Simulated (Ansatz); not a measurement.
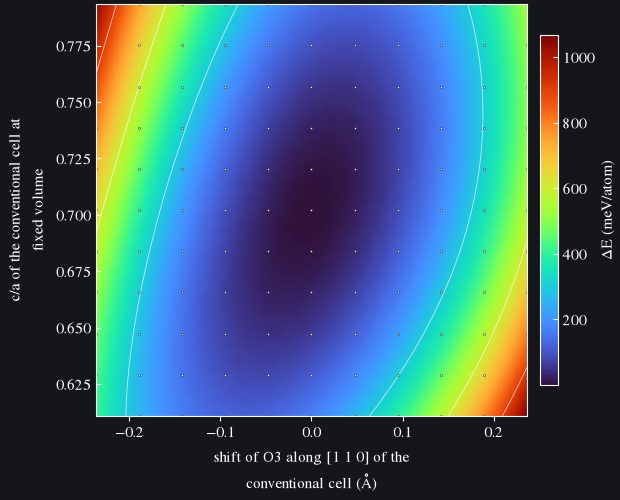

IrO2 (P4_2/mnm, No. 136; 6 atoms in the cell). The energy is mapped over a free internal coordinate and the cell. First axis: shift of O3 along [1 1 0] of the conventional cell, Cartesian (0.71 0.71 0), its symmetry partners moved as symmetry demands (measured in the relaxed cell). Second axis: c/a of the conventional cell at fixed volume. Nothing is relaxed (all other coordinates fixed). Grid: 11 × 11 points. Points are written as (first, second). All energies are given in meV/atom relative to the lowest grid point. The runs have no spin polarisation; a magnetic state may lie lower. These are results of Ansatz 0.2.0, DFT PBE, scalar-relativistic, plane waves, PAW, not measurements. Settings: cutoff 520 eV, k-mesh 10×10×12 in the order of the run's cell vectors, gaussian smearing 0.15 eV, no spin polarisation.

In the figure: a smooth colour map with a few white contour lines, dots at the grid points. Between grid points the surface is interpolated.

The lowest grid point is at (0.000 Å, 0.702). It is the only kind of minimum in the scanned range. The highest grid point, (0.237 Å, 0.611), lies 1067 meV/atom above the lowest. Round the minimum the valley is somewhat tilted: raising the first coordinate shifts the best value of the second coordinate upwards (coupling k₁₂/√(k₁₁k₂₂) about −0.5).

The level of theory is changed to DFT PBEsol, scalar-relativistic, plane waves, PAW in Ansatz 0.2.0; with it change the cell, relaxed at the new level (first cell vector 4.472 Å, before 4.529 Å); the new grid has 11 × 11 points, laid about the new relaxed structure.

Q: What will the new map look like?

A: The minimum (interpolated where it lies between grid points) moves from (0.000 Å, 0.702) to (0.000 Å, 0.705). The curvature at the minimum changes from about 117 to 131 eV/Å² along the first coordinate and by less than a tenth (about 250) eV per unit squared along the second coordinate (per cell).

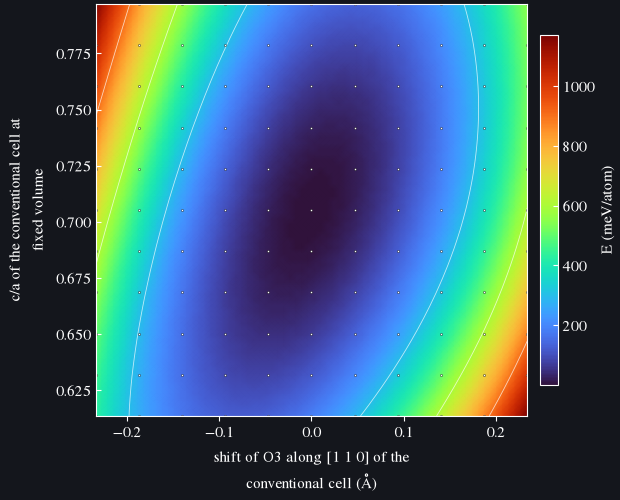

The map after the change, on a colour scale of its own. In the figure: a smooth colour map with a few white contour lines, dots at the grid points. Between grid points the surface is interpolated.

PAW datasets: the set soft_1.
